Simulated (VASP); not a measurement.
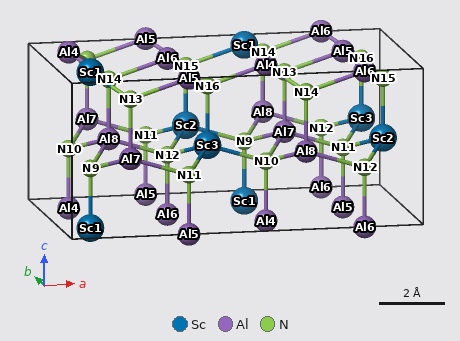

This is the input geometry for a relaxation of crystalline Sc₃Al₅N₈ (a generated structure, set up in Cm). Style: ball-and-stick. Shown: the conventional cell (2 times the calculation's cell), slightly off an axis. Lengths and directions refer to the drawn axes.

The run lets cell and atoms move.

Computed with Kohn-Sham DFT of a periodic cell, PBEsol, VASP PAW PBE potentials, recommended in VASP.

The input:
```
PREC     = Accurate       # precision mode
ENCUT    = 520            # plane-wave cutoff, eV
EDIFF    = 1E-6           # SCF threshold, eV
ISMEAR   = 0              # smearing method
SIGMA    = 0.03           # smearing width, eV
LREAL    = False          # projectors in reciprocal space
LASPH    = True           # aspherical terms in the spheres
NELM     = 80             # most SCF steps
ALGO     = Fast           # electronic algorithm
ISIF     = 3              # what is computed and relaxed
LWAVE    = False          # write WAVECAR
LCHARG   = False          # write CHGCAR
GGA      = PS             # functional
IBRION   = 2              # ionic algorithm
NSW      = 40             # ionic steps
EDIFFG   = -0.02          # ionic threshold
```

Command:
```bash
cat potpaw_PBE.64/Sc_sv/POTCAR potpaw_PBE.64/Al/POTCAR potpaw_PBE.64/N/POTCAR > POTCAR
mpirun -np 1 vasp_std > vasp.out
```

The structure:
```
CELL_PARAMETERS angstrom
6.44900 0.00000 0.00000
-3.22450 5.58500 0.00000
0.00000 0.00000 4.94450
ATOMIC_POSITIONS crystal
Sc 0.16667 0.33333 0.00000
Sc 0.83333 0.16667 0.50000
Sc 0.83333 0.66667 0.50000
Al 0.16667 0.83333 0.00000
Al 0.66667 0.33333 0.00000
Al 0.66667 0.83333 0.00000
Al 0.33333 0.16667 0.50000
Al 0.33333 0.66667 0.50000
N 0.16667 0.33333 0.38200
N 0.16667 0.83333 0.38200
N 0.66667 0.33333 0.38200
N 0.66667 0.83333 0.38200
N 0.33333 0.16667 0.88200
N 0.33333 0.66667 0.88200
N 0.83333 0.16667 0.88200
N 0.83333 0.66667 0.88200
```

Q: What does the optimiser find from here?

A: N9 moves most relative to the cell: 0.18 Å roughly along [1 0 3]. Largest moves by element: N 0.18 Å, Sc 0.09 Å, Al 0.06 Å. The drawn cell changes as follows: a 11.170 → 11.463 Å (+2.6 %), b 6.449 → 6.549 Å (+1.6 %), c 4.944 → 4.992 Å (+1.0 %), β 90.0° → 90.2°; the volume changes by +5.2 %. Near-neighbour distances that change, for instance: Sc3–N16 1.889 → 2.154 Å, Sc1–N9 1.889 → 2.137 Å, Sc2–N15 1.889 → 2.129 Å, Sc2–N9 1.951 → 2.091 Å. Bond angles that change, for instance: Sc1–N9–Sc2 107.4° → 99.0°, Al7–N9–Al8 111.5° → 119.7°, N9–Sc2–N15 107.4° → 101.1°. The space group stays Cm (No. 8). The energy falls by 152 meV per atom in 16 geometry steps. The largest force component goes from 4.1 to 0.011 eV/Å. Pressure: 15.11 GPa at the start and −0.05 GPa at the end.

Step by step:

```tsv
step	E − E(0), meV/atom	largest force component, eV/Å	pressure, GPa	volume, Å³/atom
0	0.00	4.0666	15.11	11.131
1	-76.95	0.7916	-14.00	12.905
2	-132.39	0.6834	-4.86	12.115
3	-132.44	0.7172	-4.53	12.095
4	-149.72	0.2631	0.86	11.688
5	-149.75	0.2377	0.64	11.703
6	-151.06	0.1304	-0.08	11.744
7	-151.12	0.1368	-0.25	11.754
8	-151.61	0.0727	-0.10	11.737
9	-151.72	0.1018	0.01	11.726
10	-152.00	0.0643	0.02	11.716
11	-152.01	0.0670	0.02	11.714
12	-152.11	0.0385	-0.02	11.712
13	-152.12	0.0407	-0.03	11.712
14	-152.14	0.0230	0.03	11.708
15	-152.15	0.0230	0.04	11.707
16	-152.16	0.0109	-0.05	11.711
```

After the run, drawn alike:

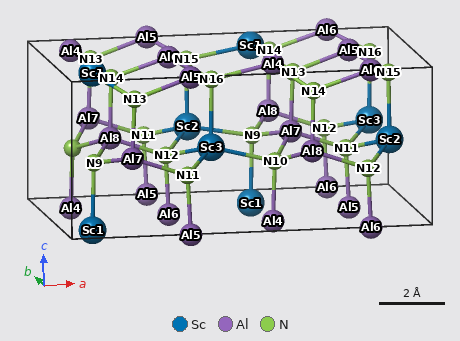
